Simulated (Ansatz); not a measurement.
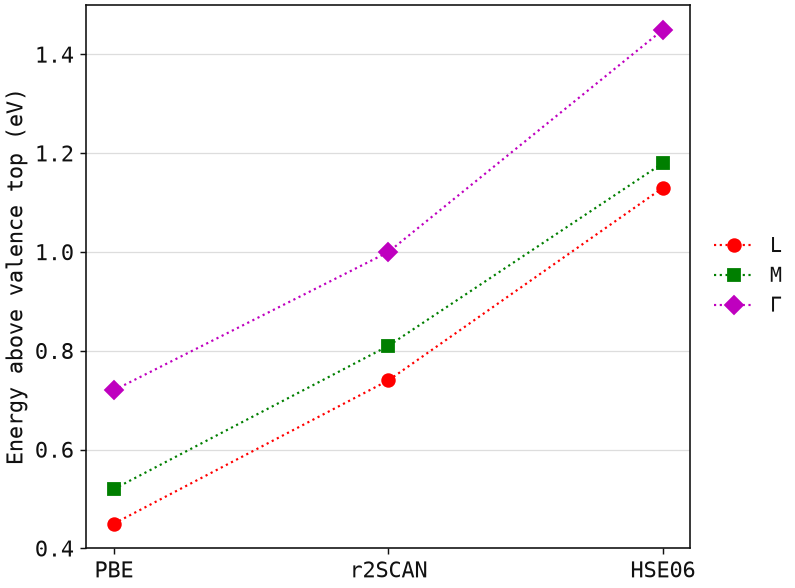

Lowest conduction level at each named k point, counted from the valence-band top at Γ, by several methods on one cell of CdI2-type ZrSe2, space group P-3m1, 3 atoms in the cell, relaxed with r2SCAN+rVV10, then under +5 % epitaxial xy strain; a = 3.978 Å, c = 6.026 Å (hexagonal axes). All runs are without spin-orbit coupling and carry no moments. Points keep the names that they have in the unstrained cell. The names follow the standardised cell of this lattice; in reduced coordinates of the cell that was run, L is (0.5, 0, 0.5) and M is (0.5, 0, 0).

### Does HSE06 shift these levels rigidly from PBE?

The shifts are +0.68 eV at L, +0.66 eV at M and +0.73 eV at Γ, and at points that aren't plotted +0.73 eV (A), +0.80 eV (K) and +0.84 eV (H): over the named points that both runs hold, a spread of 0.18 eV on a mean of 0.74 eV, so one shift describes them only roughly.

### How do the methods rank at L?

From low to high: PBE 0.45, r2SCAN 0.74, HSE06 1.13 eV.

```csv
method,program,L (eV),M (eV),Γ (eV)
PBE,Ansatz,0.45,0.52,0.72
r2SCAN,Ansatz,0.74,0.81,1.00
HSE06,Ansatz,1.13,1.18,1.45
```

Settings. PBE: Ansatz PAW set, 12×12×4 k mesh, 420 eV cutoff, Fermi-Dirac smearing of 0.02 eV (Ansatz 0.2.0). r2SCAN: Ansatz PAW set, 12×12×4 k mesh, 500 eV cutoff, fixed occupations (Ansatz 0.2.0). HSE06: Ansatz PAW set, 6×6×4 k mesh, 420 eV cutoff, fixed occupations (Ansatz 0.2.0).

Spin-orbit coupling is left out, which matters for Se. The cell was built by a generator and needn't be a form met in nature. LDA, GGA and most meta-GGA functionals understate gaps. r2SCAN and HSE06: the PAW data sets were made with another functional. HSE06: the k mesh is thin for exact exchange. The names follow the standardised cell of this lattice; in reduced coordinates of the cell that was run, A is (0, 0, 0.5), K is (0.333, 0.333, 0) and H is (0.333, 0.333, 0.5).
